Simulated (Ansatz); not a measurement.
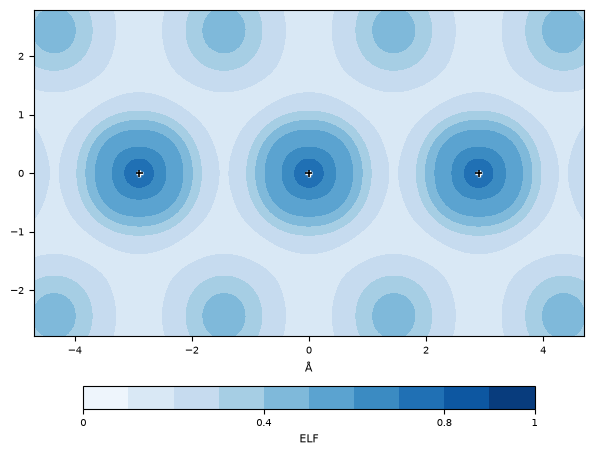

The electron localisation function on a plane through atoms (crosses mark nuclei in the plane).

The calculation used Ansatz, DFT, r2SCAN, plane-wave PAW, default files, scalar-relativistic, frozen cores.

Candidates:
A. Au, a = 2.90 Å, b = 2.90 Å, c = 4.88 Å, α = 90.00°, β = 90.00°, γ = 120.00°. Space group P6₃/mmc.
B. Si, a = 7.92 Å, b = 4.76 Å, c = 4.74 Å, α = 90.00°, β = 90.00°, γ = 90.00°. Space group Cmce; computed pressure about 39 GPa in this cell.
C. SiNi₃, a = 3.55 Å, b = 3.55 Å, c = 3.55 Å, α = 90.00°, β = 90.00°, γ = 90.00°. Space group Pm-3m; computed pressure about −15 GPa in this cell; the program warned that a starting moment wasn't kept; spin-polarised.

**Which candidate gave the map?**

Candidate A: Au on the (100) plane of the conventional cell, which holds Au. Au–Au (2.90 Å): the ELF is about 0.20 at the midpoint; no shared electron pair shows on this line.
